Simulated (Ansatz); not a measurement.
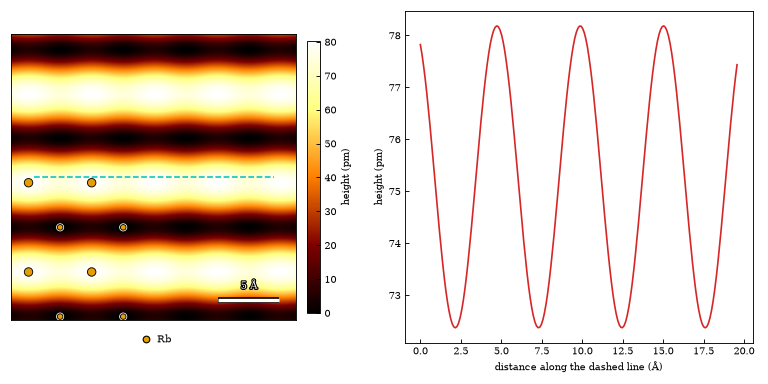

Constant-current image at a set point of 2.0 × 10⁻⁴ e/Å³ of Rb(110) (Fm-3m bulk, the cell from a database of computed structures, not from a measurement, 5 atomic planes (those closer than 0.6 Å count as one), 10 Å), sample bias −2.00 V. The atoms seen from above are drawn over one corner (deeper ones smaller). The right panel is the profile along the dashed line.

Tersoff–Hamann simulation (s-wave tip); biases are sample biases. Bias windows are sharp sums over the levels of the k mesh.

These are results of DFT PBE, scalar-relativistic, plane waves, PAW in Ansatz 0.2.0, not measurements. Cutoff 420 eV, 17 × 12 k-points, Gaussian smearing 0.1 eV, dipole correction. The slab is a cut without reconstruction beyond its cell, at the source's lattice constants, with its lower half held fixed and the rest relaxed. This isn't the element's usual bcc form. No spin polarisation. The run warns that the functional's potential is rough in the thin density of the vacuum, where the tip is; weak contrasts and barriers may feel it.

What lies under the maxima and minima of this image?

Answer. The brightest spots lie over the top Rb atoms; the darkest points are over the sites above the Rb atoms 2.6 Å below the top plane. The corrugation is 80 pm at a mean tip height of 3.9 Å.
